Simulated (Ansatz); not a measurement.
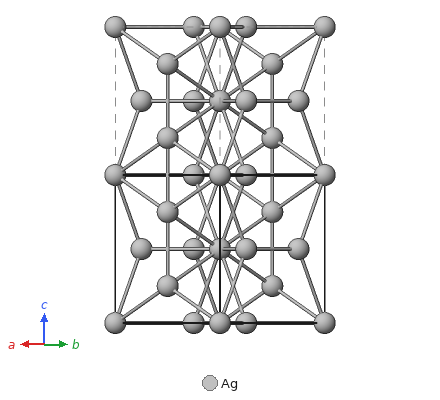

Ag (Pm-3n, No. 223): a calculation's starting geometry; the starting structure was generated, so it need not be a known form of this composition.

Space group Pm-3n (No. 223). a = 5.282 Å, b = 5.282 Å, c = 5.282 Å, α = 90.00°, β = 90.00°, γ = 90.00°
```
atom  site  symmetry       x       y       z
  Ag    2a      m-3.  0.0000  0.0000  0.0000
  Ag    6c     -4m.2  0.2500  0.0000  0.5000
```

What will a Z-contrast image along [110] show? Simulation: incoherent imaging, intensity Z^1.6 per atom, probe width 0.61 Å, thin sample. The probe carries 25 % of its weight in a tail 2.5 times as wide. The display is stretched by a gamma of 0.65; percentages refer to the linear signal.

The columns repeat on a rectangular net of 2.64 × 3.74 Å (plane group p2mm). All columns are alike (Ag). The shortest distance between visible columns is 0.93 Å in projection. Along the beam the structure repeats every 7.47 Å.

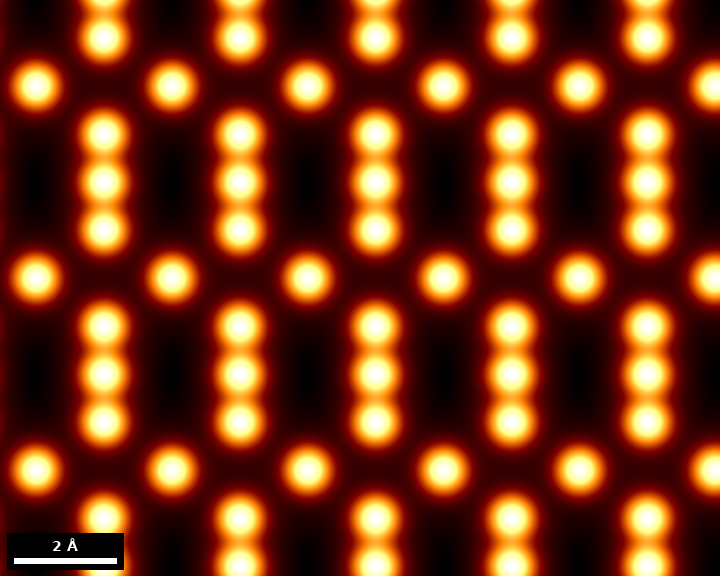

The simulated image.
